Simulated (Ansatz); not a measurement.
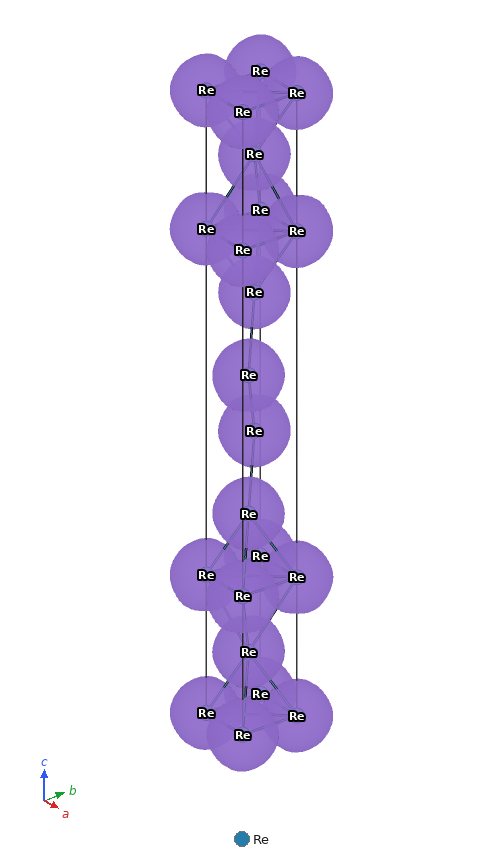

Re. Isosurface of the valence electron density at 0.5 e/Å³ (purple), seen slightly off an axis. Sticks mark near contacts.

Space group R-3m; a structure from a database of computed crystals, not necessarily the ambient phase; changed on purpose from its base cell (equal xx and yy strain of +3 %, PAW files); computed pressure about −25 GPa in this cell; computed without spin polarisation.

All numbers below come from DFT, PBEsol, PAW with Ansatz's default frozen-core files, scalar-relativistic in Ansatz.

In a PAW calculation such maps are meaningful between the atoms, not at the nuclei.

Which contacts does the surface bridge?

At this value the density breaks into separate islands; it holds about 75 % of the electrons treated as valence (semicore included). It bridges none of the near contacts. It is pinched off along the sampled Re–Re (2.77 Å) and Re–Re (2.85 Å) contacts. On the grid the lowest density along these lines, outside the cores, is 0.42 e/Å³ (Re–Re, 2.77 Å) and 0.37 e/Å³ (Re–Re, 2.85 Å).
